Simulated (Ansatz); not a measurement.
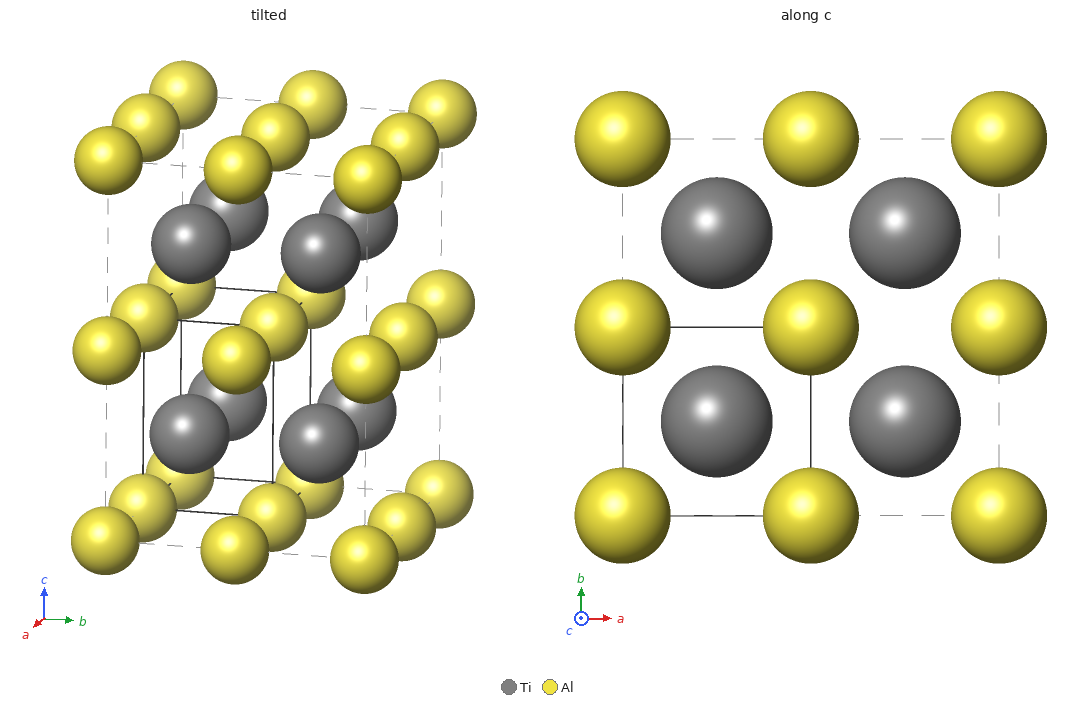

The crystal in a spheres-only representation, seen slightly off an axis and along the c axis. The solid box is one conventional unit cell, and 2×2×2 cells are shown. Cell: a = 2.795 Å, b = 2.795 Å, c = 4.043 Å, α = 90.00°, β = 91.72°, γ = 90.00°.

The formula is TiAl. Space group: P2/m (No. 10). Lattice: primitive monoclinic. The cell comprises 1 formula unit: 1 Ti, 1 Al. Around each Ti lie eight Al and four Ti in a cuboctahedral arrangement (about 2.8 to 2.9 Å to Al, 2.8 Å to Ti). The neighbours of Al are eight Ti and four Al in a cuboctahedral arrangement (about 2.8 to 2.9 Å to Ti, 2.8 Å to Al).

Its origin is a structure listed in the Materials Project. The cell was then strained or its atoms displaced on purpose. It was the input of a calculation with Ansatz.
